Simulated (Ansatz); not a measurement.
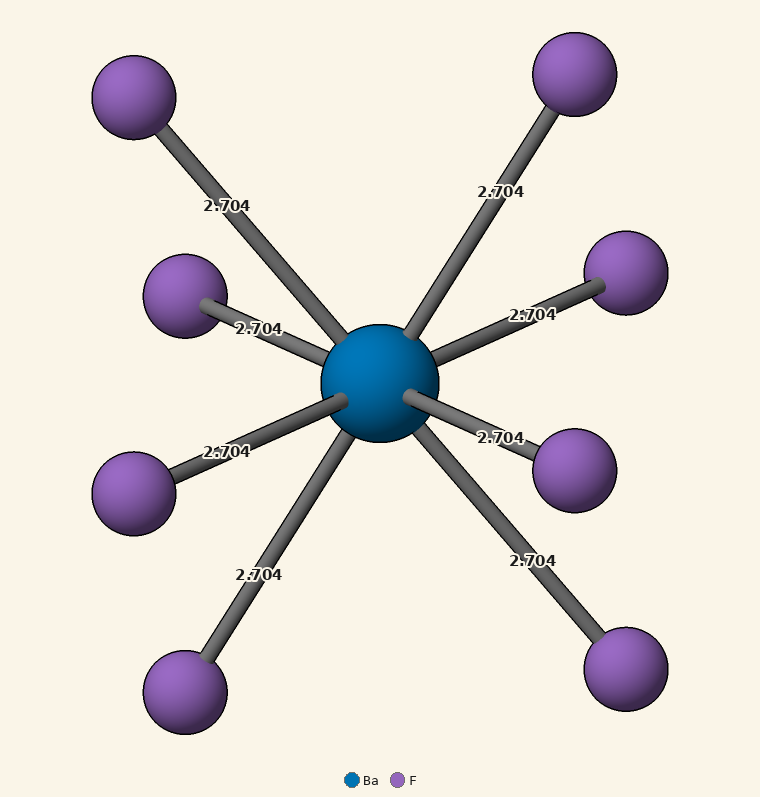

The surroundings of site Ba1 (at 0.000, 0.000, 0.000) in BaF2 (Fm-3m, No. 225), with bond lengths in Å.

Source of the atomic positions: coordinates from a relaxation with Ansatz 0.2.0, DFT, PBE, plane waves, PAW; the starting structure was generated, so it need not be a known form of this composition.

```
Ba F
1.0
     6.24499    0.00000    0.00000
     0.00000    6.24499    0.00000
     0.00000    0.00000    6.24499
Ba F
4 8
Direct
  0.00000 0.00000 0.00000
  0.00000 0.50000 0.50000
  0.50000 0.00000 0.50000
  0.50000 0.50000 0.00000
  0.25000 0.75000 0.75000
  0.25000 0.25000 0.75000
  0.25000 0.25000 0.25000
  0.25000 0.75000 0.25000
  0.75000 0.75000 0.25000
  0.75000 0.25000 0.25000
  0.75000 0.25000 0.75000
  0.75000 0.75000 0.75000
```

Bond valence s = exp((R0 − d)/b), R0 fitted to published crystal structures with b = 0.37 Å; R0 in Å: Ba2+–F 2.172.

Calculate the bond-valence sum of Ba1 from the bonds drawn.

Answer. 8 × 0.237 = 1.90 v.u., against a formal valence of 2: underbonded (bonds long for this ion) by 0.10.

And over the whole structure?

Answer.
```json
{"site": "Ba1", "x, y, z": "0.000, 0.000, 0.000", "formal valence": "+2", "bond-valence sum": "1.90", "difference": "-0.10"}
{"site": "F1", "x, y, z": "0.250, 0.750, 0.750", "formal valence": "−1", "bond-valence sum": "0.95", "difference": "-0.05"}
```

These sums include all anions within 5 Å. The global instability index (root mean square of the differences over all atoms) is 0.07 v.u.: little strain. Cells relaxed with PBE tend to have slightly long bonds, which lowers the sums.
